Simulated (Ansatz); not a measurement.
## Cu: geometry relaxation (part 3 of 3)

Continued. System: Cu (defect cell, 26 atoms in the cell). Method: DFT PBE, scalar-relativistic, plane waves, PAW, no spin polarisation (Ansatz 0.2.0); cutoff 420 eV, 4×4×4 k-mesh, Gaussian smearing of 0.1 eV. The structure derives from an entry of the Crystallography Open Database. It belongs to a series of runs on one base structure; here: atom 1 (Cu) set half-way to the vacancy, atoms relaxed in the symmetry of that start.

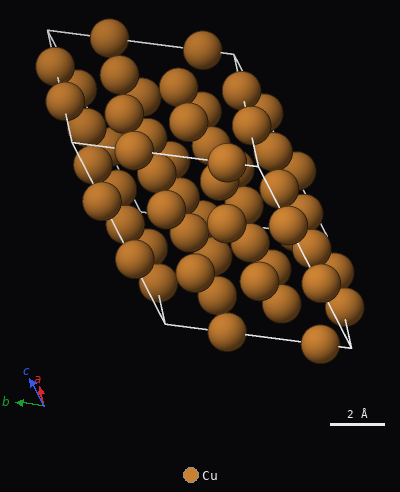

*The geometry at step 3 of the log (spheres-only view of the cell of the calculation, seen at an oblique angle).*

Output, continued:
```
--- Relaxed structure (4 steps of the walk, 4 accepted, 0 SCFs on fresh bases) ---
  F+E_penalty+E_count = -172252.62283145 eV   max|allowed force component| = 6.008e-3 eV/Å
  atoms:
    - { symbol: Cu, position: [1.6658213436428173e-20, 0.16666666666666666, 1.6658213436428173e-20] }
    - { symbol: Cu, position: [1.6658213436428173e-20, 0.6666666666666667, 1.6658213436428173e-20] }
    - { symbol: Cu, position: [0.3542668333932946, -0.015351738850138852, 0.009769977640316396] }
    - { symbol: Cu, position: [0.32371143767911786, 0.33214058377358474, -0.0001644781992145572] }
    - { symbol: Cu, position: [0.3237114376791178, 0.6776457900798452, -0.00016447819921450169] }
    - { symbol: Cu, position: [0.6762885623208821, 0.0011927495597485183, 0.0001644781992145572] }
    - { symbol: Cu, position: [0.6457331666067054, 0.3486850721834723, -0.009769977640316452] }
    - { symbol: Cu, position: [0.6762885623208822, 0.6556875432534883, 0.00016447819921450169] }
    - { symbol: Cu, position: [0.009769977640316396, -0.015351738850138852, 0.3542668333932946] }
    - { symbol: Cu, position: [-0.0001644781992145572, 0.33214058377358474, 0.32371143767911786] }
    - { symbol: Cu, position: [-0.00016447819921450169, 0.6776457900798452, 0.3237114376791178] }
    - { symbol: Cu, position: [0.3389275421608197, -0.0008099805179215269, 0.3389275421608197] }
    - { symbol: Cu, position: [0.3312061341242657, 0.33546053254240094, 0.3312061341242657] }
    - { symbol: Cu, position: [0.3389275421608197, 0.6562882295296155, 0.3389275421608197] }
    - { symbol: Cu, position: [0.6769149213052881, 0.006073920172621261, 0.3230850786947118] }
    - { symbol: Cu, position: [0.676914921305288, 0.3272594131607119, 0.3230850786947119] }
    - { symbol: Cu, position: [0.6695505209458316, 0.6666666666666665, 0.3304494790541683] }
    - { symbol: Cu, position: [0.0001644781992145572, 0.0011927495597485183, 0.6762885623208821] }
    - { symbol: Cu, position: [-0.009769977640316452, 0.3486850721834723, 0.6457331666067054] }
    - { symbol: Cu, position: [0.00016447819921450169, 0.6556875432534883, 0.6762885623208822] }
    - { symbol: Cu, position: [0.3230850786947118, 0.006073920172621261, 0.6769149213052881] }
    - { symbol: Cu, position: [0.3230850786947119, 0.3272594131607119, 0.676914921305288] }
    - { symbol: Cu, position: [0.3304494790541683, 0.6666666666666665, 0.6695505209458316] }
    - { symbol: Cu, position: [0.6687938658757343, -0.002127199209067676, 0.6687938658757343] }
    - { symbol: Cu, position: [0.6610724578391802, 0.33414331385125495, 0.6610724578391802] }
    - { symbol: Cu, position: [0.6610724578391802, 0.677045103803718, 0.6610724578391802] }
```

Trajectory as extended XYZ (Å, eV, eV/Å), 4 frames, from step=1 to step=4:
```
26
Lattice="5.4446 0.0000 5.4446 5.4446 5.4446 0.0000 0.0000 5.4446 5.4446" Properties=species:S:1:pos:R:3:forces:R:3 step=1 energy=-172252.11048
Cu    0.9074    0.9074    0.0000    0.0000   0.0000   0.0000
Cu    3.6297    3.6297    0.0000    0.0000   0.0000   0.0000
Cu    1.8149    0.0000    1.8149    0.5233  -0.5233   1.1130
Cu    3.6297    1.8149    1.8149   -0.1315   0.0340  -0.1599
Cu    5.4446    3.6297    1.8149   -0.0340   0.1315  -0.1599
Cu    3.6297    0.0000    3.6297    0.1315  -0.0340   0.1599
Cu    5.4446    1.8149    3.6297   -0.5233   0.5233  -1.1130
Cu    7.2595    3.6297    3.6297    0.0340  -0.1315   0.1599
Cu    0.0000    1.8149    1.8149   -0.5233   0.5233   1.1130
Cu    1.8149    3.6297    1.8149    0.0340  -0.1315  -0.1599
Cu    3.6297    5.4446    1.8149    0.1315  -0.0340  -0.1599
Cu    1.8149    1.8149    3.6297    0.0190   0.0190  -0.0320
Cu    3.6297    3.6297    3.6297    0.0000   0.0000  -0.0477
Cu    5.4446    5.4446    3.6297   -0.0190  -0.0190  -0.0320
Cu    3.6297    1.8149    5.4446    0.2496  -0.1760   0.0000
Cu    5.4446    3.6297    5.4446    0.1760  -0.2496   0.0000
Cu    7.2595    5.4446    5.4446    0.0695  -0.0695   0.0000
Cu    0.0000    3.6297    3.6297   -0.0340   0.1315   0.1599
Cu    1.8149    5.4446    3.6297    0.5233  -0.5233  -1.1130
Cu    3.6297    7.2595    3.6297   -0.1315   0.0340   0.1599
Cu    1.8149    3.6297    5.4446   -0.1760   0.2496   0.0000
Cu    3.6297    5.4446    5.4446   -0.2496   0.1760   0.0000
Cu    5.4446    7.2595    5.4446   -0.0695   0.0695   0.0000
Cu    3.6297    3.6297    7.2595    0.0000   0.0000   0.0477
Cu    5.4446    5.4446    7.2595   -0.0190  -0.0190   0.0320
Cu    7.2595    7.2595    7.2595    0.0190   0.0190   0.0320
26
Lattice="5.4446 0.0000 5.4446 5.4446 5.4446 0.0000 0.0000 5.4446 5.4446" Properties=species:S:1:pos:R:3:forces:R:3 step=2 energy=-172252.37554
Cu    0.9074    0.9074    0.0000    0.0000   0.0000   0.0000
Cu    3.6297    3.6297    0.0000    0.0000   0.0000   0.0000
Cu    1.8269   -0.0120    1.8630    0.3123  -0.3123   0.6907
Cu    3.6161    1.8149    1.8001   -0.1114   0.0082  -0.1230
Cu    5.4446    3.6434    1.8001   -0.0082   0.1114  -0.1230
Cu    3.6434   -0.0001    3.6445    0.1114  -0.0082   0.1230
Cu    5.4326    1.8269    3.5816   -0.3123   0.3123  -0.6907
Cu    7.2596    3.6161    3.6445    0.0082  -0.1114   0.1230
Cu   -0.0120    1.8269    1.8630   -0.3123   0.3123   0.6907
Cu    1.8149    3.6161    1.8001    0.0082  -0.1114  -0.1230
Cu    3.6434    5.4446    1.8001    0.1114  -0.0082  -0.1230
Cu    1.8200    1.8200    3.6415    0.0235   0.0235  -0.0035
Cu    3.6297    3.6297    3.6210    0.0000   0.0000  -0.0151
Cu    5.4395    5.4395    3.6415   -0.0235  -0.0235  -0.0035
Cu    3.6502    1.8101    5.4446    0.1962  -0.1203   0.0000
Cu    5.4494    3.6092    5.4446    0.1203  -0.1962   0.0000
Cu    7.2640    5.4401    5.4446    0.0371  -0.0371   0.0000
Cu   -0.0001    3.6434    3.6445   -0.0082   0.1114   0.1230
Cu    1.8269    5.4326    3.5816    0.3123  -0.3123  -0.6907
Cu    3.6161    7.2596    3.6445   -0.1114   0.0082   0.1230
Cu    1.8101    3.6502    5.4446   -0.1203   0.1962   0.0000
Cu    3.6092    5.4494    5.4446   -0.1962   0.1203   0.0000
Cu    5.4401    7.2640    5.4446   -0.0371   0.0371   0.0000
Cu    3.6297    3.6297    7.2682    0.0000   0.0000   0.0151
Cu    5.4395    5.4395    7.2477   -0.0235  -0.0235   0.0035
Cu    7.2647    7.2647    7.2477    0.0235   0.0235   0.0035
26
Lattice="5.4446 0.0000 5.4446 5.4446 5.4446 0.0000 0.0000 5.4446 5.4446" Properties=species:S:1:pos:R:3:forces:R:3 step=3 energy=-172252.62163
Cu    0.9074    0.9074    0.0000    0.0000   0.0000   0.0000
Cu    3.6297    3.6297    0.0000    0.0000   0.0000   0.0000
Cu    1.8415   -0.0266    1.9773    0.0236  -0.0236   0.0460
Cu    3.5722    1.8086    1.7645    0.0052   0.0023  -0.0010
Cu    5.4509    3.6873    1.7645   -0.0023  -0.0052  -0.0010
Cu    3.6873    0.0063    3.6801   -0.0052  -0.0023   0.0010
Cu    5.4180    1.8415    3.4673   -0.0236   0.0236  -0.0460
Cu    7.2532    3.5722    3.6801    0.0023   0.0052   0.0010
Cu   -0.0266    1.8415    1.9773   -0.0236   0.0236   0.0460
Cu    1.8086    3.5722    1.7645    0.0023   0.0052  -0.0010
Cu    3.6873    5.4509    1.7645   -0.0052  -0.0023  -0.0010
Cu    1.8415    1.8415    3.6910   -0.0005  -0.0005   0.0134
Cu    3.6297    3.6297    3.6107    0.0000   0.0000  -0.0018
Cu    5.4180    5.4180    3.6910    0.0005   0.0005   0.0134
Cu    3.7260    1.7883    5.4446   -0.0379  -0.0053   0.0000
Cu    5.4712    3.5335    5.4446    0.0053   0.0379   0.0000
Cu    7.2756    5.4285    5.4446   -0.0017   0.0017   0.0000
Cu    0.0063    3.6873    3.6801   -0.0023  -0.0052   0.0010
Cu    1.8415    5.4180    3.4673    0.0236  -0.0236  -0.0460
Cu    3.5722    7.2532    3.6801    0.0052   0.0023   0.0010
Cu    1.7883    3.7260    5.4446   -0.0053  -0.0379   0.0000
Cu    3.5335    5.4712    5.4446    0.0379   0.0053   0.0000
Cu    5.4285    7.2756    5.4446    0.0017  -0.0017   0.0000
Cu    3.6297    3.6297    7.2785    0.0000   0.0000   0.0018
Cu    5.4180    5.4180    7.1982    0.0005   0.0005  -0.0134
Cu    7.2861    7.2861    7.1982   -0.0005  -0.0005  -0.0134
26
Lattice="5.4446 0.0000 5.4446 5.4446 5.4446 0.0000 0.0000 5.4446 5.4446" Properties=species:S:1:pos:R:3:forces:R:3 step=4 energy=-172252.62283
Cu    0.9074    0.9074    0.0000    0.0000   0.0000   0.0000
Cu    3.6297    3.6297    0.0000    0.0000   0.0000   0.0000
Cu    1.8453   -0.0304    1.9820   -0.0009   0.0009  -0.0016
Cu    3.5709    1.8075    1.7616   -0.0003   0.0002  -0.0009
Cu    5.4520    3.6886    1.7616   -0.0002   0.0003  -0.0009
Cu    3.6886    0.0074    3.6830    0.0003  -0.0002   0.0009
Cu    5.4142    1.8453    3.4626    0.0009  -0.0009   0.0016
Cu    7.2521    3.5709    3.6830    0.0002  -0.0003   0.0009
Cu   -0.0304    1.8453    1.9820    0.0009  -0.0009  -0.0016
Cu    1.8075    3.5709    1.7616    0.0002  -0.0003  -0.0009
Cu    3.6886    5.4520    1.7616    0.0003  -0.0002  -0.0009
Cu    1.8409    1.8409    3.6907    0.0007   0.0007  -0.0007
Cu    3.6297    3.6297    3.6066    0.0000   0.0000  -0.0009
Cu    5.4186    5.4186    3.6907   -0.0007  -0.0007  -0.0007
Cu    3.7186    1.7921    5.4446    0.0060   0.0008   0.0000
Cu    5.4673    3.5409    5.4446   -0.0008  -0.0060   0.0000
Cu    7.2752    5.4289    5.4446    0.0000   0.0000   0.0000
Cu    0.0074    3.6886    3.6830   -0.0002   0.0003   0.0009
Cu    1.8453    5.4142    3.4626   -0.0009   0.0009   0.0016
Cu    3.5709    7.2521    3.6830   -0.0003   0.0002   0.0009
Cu    1.7921    3.7186    5.4446    0.0008   0.0060   0.0000
Cu    3.5409    5.4673    5.4446   -0.0060  -0.0008   0.0000
Cu    5.4289    7.2752    5.4446    0.0000   0.0000   0.0000
Cu    3.6297    3.6297    7.2827    0.0000   0.0000   0.0009
Cu    5.4186    5.4186    7.1986   -0.0007  -0.0007   0.0007
Cu    7.2855    7.2855    7.1986    0.0007   0.0007   0.0007
```

The run was set up as follows.

Input:
```yaml
crystal:
  lattice:
    - [5.444622383, 0.0, 5.444622383]
    - [5.444622383, 5.444622383, 0.0]
    - [0.0, 5.444622383, 5.444622383]
  atoms:
    - { symbol: Cu, position: [0.0, 0.1666666667, 0.0] }
    - { symbol: Cu, position: [0.0, 0.6666666667, 0.0] }
    - { symbol: Cu, position: [0.3333333333, 0.0, 0.0] }
    - { symbol: Cu, position: [0.3333333333, 0.3333333333, 0.0] }
    - { symbol: Cu, position: [0.3333333333, 0.6666666667, 0.0] }
    - { symbol: Cu, position: [0.6666666667, 0.0, 0.0] }
    - { symbol: Cu, position: [0.6666666667, 0.3333333333, 0.0] }
    - { symbol: Cu, position: [0.6666666667, 0.6666666667, 0.0] }
    - { symbol: Cu, position: [0.0, 0.0, 0.3333333333] }
    - { symbol: Cu, position: [0.0, 0.3333333333, 0.3333333333] }
    - { symbol: Cu, position: [0.0, 0.6666666667, 0.3333333333] }
    - { symbol: Cu, position: [0.3333333333, 0.0, 0.3333333333] }
    - { symbol: Cu, position: [0.3333333333, 0.3333333333, 0.3333333333] }
    - { symbol: Cu, position: [0.3333333333, 0.6666666667, 0.3333333333] }
    - { symbol: Cu, position: [0.6666666667, 0.0, 0.3333333333] }
    - { symbol: Cu, position: [0.6666666667, 0.3333333333, 0.3333333333] }
    - { symbol: Cu, position: [0.6666666667, 0.6666666667, 0.3333333333] }
    - { symbol: Cu, position: [0.0, 0.0, 0.6666666667] }
    - { symbol: Cu, position: [0.0, 0.3333333333, 0.6666666667] }
    - { symbol: Cu, position: [0.0, 0.6666666667, 0.6666666667] }
    - { symbol: Cu, position: [0.3333333333, 0.0, 0.6666666667] }
    - { symbol: Cu, position: [0.3333333333, 0.3333333333, 0.6666666667] }
    - { symbol: Cu, position: [0.3333333333, 0.6666666667, 0.6666666667] }
    - { symbol: Cu, position: [0.6666666667, 0.0, 0.6666666667] }
    - { symbol: Cu, position: [0.6666666667, 0.3333333333, 0.6666666667] }
    - { symbol: Cu, position: [0.6666666667, 0.6666666667, 0.6666666667] }
basis:
  ecutwfc: 420
kpoints:
  mp_grid: { grid: [4, 4, 4] }
hamiltonian:
  xc: pbe
scf:
  occupations: { method: gaussian, width: 0.1 }
output:
  forces: true
  stress: true
  eigenvalues: true
  write_density: true
  write_potential: true
  elf: true
  volumetric_format: npy
relax:
  adjacent_minimum: "off"
  f_tol: 0.02
  max_steps: 60
  escape_saddle: false
```

Command:
```bash
ansatz run input.yaml --threads 4 --pin off --max-ram 2560MiB --backend cpu --events-out ev --progress --plain --runs-dir out
```

Summary:

- outcome: converged
- electrons treated: 494
- free energy: −172252.6228 eV
- Fermi energy: 15.641 eV
- gap on the k-point mesh: none (metallic)
- pressure: −1.13 GPa
- final volume: 322.80 Å³
- largest force (length of the vector) at the end: 0.006 eV/Å
- hardware: 4 threads of Intel Xeon @ 2.30GHz, 28 GiB of memory available, shared host
- wall time: 2.4 min (CPU time 8.8 min)
- peak memory: 1.9 GiB

Notes:

Notes on the run: the SCF threshold is looser than advised for the printed stress.
